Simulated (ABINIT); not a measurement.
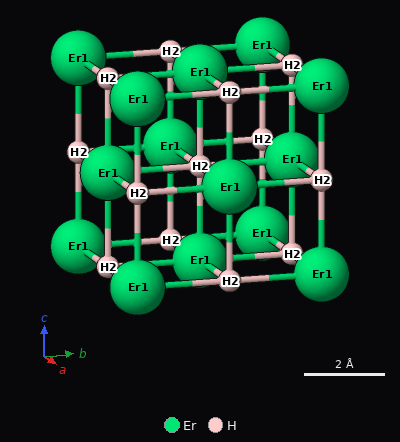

*The input geometry (ball-and-stick view of the cell 4 times as large as that of the calculation, set on its symmetry axes, seen slightly off an axis; atoms are numbered from 1 in the order of the input). An atom can appear more than once, as a periodic image.*

Near neighbours in the periodic cell (some may lie outside the picture): Er has 6 H at 2.44 Å; H has 6 Er at 2.44 Å.

**Single-point calculation, with input and output: ErH**

System: ErH (Fm-3m, 2 atoms in the cell).
Method: Kohn-Sham DFT of a periodic cell, PBE, JTH PAW PBE v2.0, spin-polarised (ABINIT 10.8.3).

The structure derives from a Materials Project entry.

Input file
```python
import json, os
import numpy as np
from ase.units import GPa
from ase.calculators.abinit import Abinit, AbinitProfile
from ase import Atoms

atoms = Atoms(['Er', 'H'],
              cell=[[0.0, 2.43585, 2.43585], [2.43585, 0.0, 2.43585], [2.43585, 2.43585, 0.0]],
              scaled_positions=[[0.0, 0.0, 0.0], [0.5, 0.5, 0.5]],
              pbc=True)
atoms.set_initial_magnetic_moments([3.0, 0.0])

profile = AbinitProfile(command='abinit', pp_paths=[os.path.abspath('pseudos')])
params = dict(
    pps='pawxml', xc='PBE',
    ecut=680.2847,
    pawecutdg=1278.9352,
    pawxcdev=0,
    kptopt=1,
    ngkpt=[9, 9, 9],
    nshiftk=1,
    shiftk=[0.0, 0.0, 0.0],
    ixc=11,
    nband=20,
    occopt=3,
    tsmear=0.05,
    nstep=100,
    tolvrs=1e-09,
    prtwf=0,
    prtden=0,
)

atoms.calc = Abinit(profile=profile, directory='run', **params)
energy = atoms.get_potential_energy()
forces = atoms.get_forces()
stress = atoms.get_stress()
print(f'energy {energy:.6f} eV')
print('forces (eV/A)')
print(np.round(forces, 5))
print('stress (GPa, Voigt, tension positive)', np.round(stress / GPa, 4))
json.dump(dict(energy=energy, forces=forces.tolist(), stress=stress.tolist(), cell=atoms.cell.tolist(), frac=atoms.get_scaled_positions(wrap=False).tolist()), open('results.json', 'w'))
```

File abinit.in
```
spinat
0.00000000000000 0.00000000000000 3.00000000000000
0.00000000000000 0.00000000000000 0.00000000000000
ecut 680.2847 eV
ixc 11
kptopt 1
natom 2
nband 20
ngkpt
9 9 9
nshiftk 1
nsppol 2
nstep 100
occopt 3
pawecutdg 1278.9352 eV
pawxcdev 0
prtden 0
prtwf 0
shiftk
0.0 0.0 0.0
tolvrs 1e-09
tsmear 0.05 eV
#Definition of the unit cell
acell
1.00000000000000 1.00000000000000 1.00000000000000 Angstrom
rprim
0.00000000000000 2.43585000000000 2.43585000000000
2.43585000000000 0.00000000000000 2.43585000000000
2.43585000000000 2.43585000000000 0.00000000000000
chkprim 0 # Allow non-primitive cells
#Definition of the atom types
ntypat 2
znucl 1 68
#Enumerate different atomic species
typat
 2 1
pseudos "./pseudos/H.GGA_PBE-JTH.xml,
./pseudos/Er.GGA_PBE-JTH.xml"
#Definition of the atoms
xcart
0.00000000000000 0.00000000000000 0.00000000000000
4.60308938361988 4.60308938361988 4.60308938361988
chkexit 1 # abinit.exit file in the running directory terminates after the current SCF
```

Launch command:
```bash
python run.py
```

Log
```
energy -5314.715737 eV
forces (eV/A)
[[-0. -0. -0.]
 [-0. -0. -0.]]
stress (GPa, Voigt, tension positive) [-2.4211 -2.4211 -2.4211  0.      0.      0.    ]
```

Results in brief

| quantity | value |
| --- | --- |
| outcome | converged |
| space group (tolerance 0.01 Å) | Fm-3m (225) |
| electrons treated | 23 |
| free energy | −5314.7158 eV |
| gap on the k-point mesh | none (metallic) |
| net moment of the cell | 0.23 μB |
| pressure | 2.42 GPa |
| largest force (length of the vector) | under 0.001 eV/Å |
| hardware | 1 thread of Arm Neoverse V2, 24 GiB of memory available, shared host |
| wall time | 3.1 min |
| peak memory | 0.19 GiB |
